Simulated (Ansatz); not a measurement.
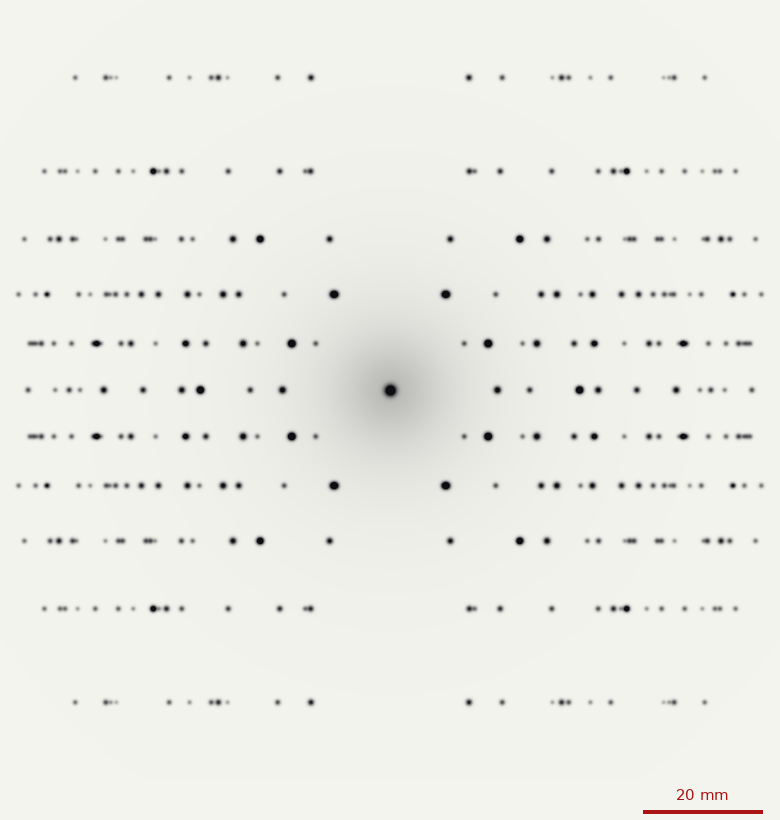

Simulated X-ray rotation photograph: Mo Kα radiation (λ = 0.7107 Å), cylindrical film of radius 57.3 mm unrolled, rotation axis vertical and normal to the beam, kinematic intensities without Lorentz or polarisation factors, the film spanning ±63° about the beam; spots down to d = 0.67 Å.

Q: What lattice repeat along the rotation axis do the layer lines give?

A: The first layer line lies 7.8 mm from the equator, so tan ν = 0.137, sin ν = 0.136 and the period is λ/sin ν = 5.24 Å. Further lines follow at 16.1, 25.5, 37.0, 52.8 mm.

The crystal is Ti, space group P6/mmm (No. 191), a = 4.45 Å, c = 2.77 Å (hexagonal axes). Structure: the geometry relaxed with Ansatz, DFT, LDA (PW92), plane waves (420 eV) with PAW, scalar-relativistic; the starting structure was generated, so it need not be a known form of this composition.

Q: About which axis was it rotated?

A: About [101] (or an equivalent direction), whose length in the conventional cell is 5.245 Å.
